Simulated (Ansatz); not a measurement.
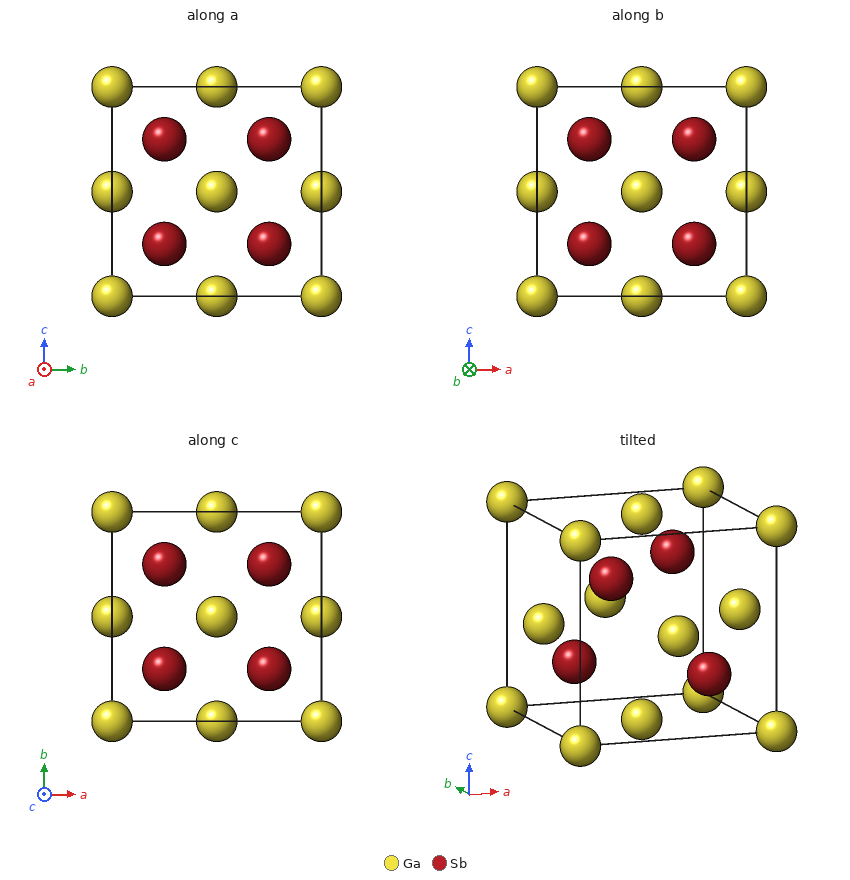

The crystal in a spheres-only representation, seen along the a axis, along the b axis, along the c axis and slightly off an axis. The wireframe shows the conventional unit cell.

Lattice parameters: a = 6.132 Å, b = 6.132 Å, c = 6.132 Å, α = 90.00°, β = 90.00°, γ = 90.00°. Put a along x and b in the xy plane.

Q: Write down what is shown as a POSCAR file.

A:
```
Ga Sb
1.0
     6.132    0.000    0.000
     0.000    6.132    0.000
     0.000    0.000    6.132
Ga Sb
4 4
Direct
  0.0000 0.0000 0.0000
  0.0000 0.5000 0.5000
  0.5000 0.0000 0.5000
  0.5000 0.5000 0.0000
  0.2500 0.2500 0.7500
  0.2500 0.7500 0.2500
  0.7500 0.2500 0.2500
  0.7500 0.7500 0.7500
```

The initial geometry was a structure type filled with these elements by a generator (whether the compound takes this form wasn't checked). Earlier steps of the study may have refined or changed the cell and positions. A calculation with Ansatz used it as input.
